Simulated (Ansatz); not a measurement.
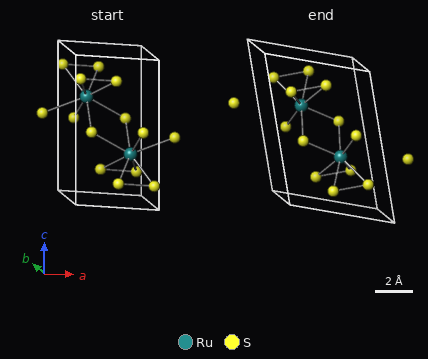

The structure of solid RuS$_{3}$ (a generated structure, set up in P2_1/m) before (left) and after (right) a relaxation, at one scale.

A ball-and-stick model of the cell of the calculation, seen slightly off an axis.

Case: Hf → Ru on all its sites, cell and atoms relaxed.

All numbers below come from DFT PBEsol, scalar-relativistic, plane waves, PAW in Ansatz 0.2.0.

The input:
```yaml
crystal:
  lattice:
    - [4.8252616868, 0.0, -0.0012683996]
    - [0.0, 3.4457385922, 0.0]
    - [-1.1352785321, 0.0, 8.443273243]
  atoms:
    - { symbol: Ru, position: [0.2888805124, 0.75, 0.6605350605] }
    - { symbol: Ru, position: [0.7111194876, 0.25, 0.3394649395] }
    - { symbol: S, position: [0.8893294869, 0.75, 0.1797136427] }
    - { symbol: S, position: [0.1106705131, 0.25, 0.8202863573] }
    - { symbol: S, position: [0.2427800093, 0.25, 0.4688048582] }
    - { symbol: S, position: [0.7572199907, 0.75, 0.5311951418] }
    - { symbol: S, position: [0.5419333895, 0.25, 0.8192743472] }
    - { symbol: S, position: [0.4580666105, 0.75, 0.1807256528] }
basis:
  ecutwfc: 420
kpoints:
  mp_grid: { grid: [8, 10, 4] }
hamiltonian:
  xc: pbesol
scf:
  occupations: { method: gaussian, width: 0.1 }
output:
  forces: true
  stress: true
  eigenvalues: true
relax:
  adjacent_minimum: "off"
  f_tol: 0.01
  max_steps: 60
  cell: { stress_tol: 0.1 }
```

Launched with:
```bash
ansatz run input.yaml --threads 2 --pin off --max-ram 5120MiB --backend cpu --events-out ev --progress --plain --runs-dir out
```

**Describe what moved and what it gained.**

The run was cut off at its time limit before the relaxation converged, so the last structure is only a point on the way. Over 20 accepted moves (24 points after the start) the energy falls by 77.5 meV per atom. Largest force component: 0.11 eV/Å at the start, 0.075 eV/Å at the end. Pressure: −0.23 GPa at the start and −0.34 GPa at the end. The line search rejected the trial steps at points 5, 9, 12 of the run. At 1 point the geometry stayed and the basis and grid were re-selected for the new cell (energy shift of 5.4 meV per atom at most each time). The largest moves relative to the cell, 1.15 Å, are those of S3 and S4. S3 goes along [−2 0 1]. Largest moves by element: S 1.15 Å, Ru 0.74 Å. The drawn cell changes as follows: a 4.825 → 6.204 Å (+28.6 %), b 3.446 → 3.381 Å (−1.9 %), c 8.519 → 8.827 Å (+3.6 %), β 97.7° → 113.1°; the volume changes by +21.3 %. Near-neighbour distances that change, for instance: S3–S8 2.743 → 4.358 Å, Ru1–S6 2.653 → 3.900 Å, Ru1–S6 (another image) 2.643 → 2.394 Å, S3–S8 (another image) 2.082 → 2.024 Å. Bonds break, among them: Ru1–S6 (2.65 → 3.90 Å), Ru2–S5 (2.65 → 3.90 Å). Bond angles that change, for instance: Ru1–S5–Ru2 106.3° → 98.4°, Ru1–S7–Ru1 90.9° → 88.2°, Ru1–S4–S7 64.4° → 66.6°. The space group stays P2_1/m (No. 11). Cost: 18 min on 2 threads of Intel(R) Xeon(R) Processor @ 2.50GHz (Skylake/Cascade Lake) (shared host), peak memory 0.8 GiB.

Limits of the set-up: layers or molecules are held without a dispersion correction, so their spacing is unreliable.
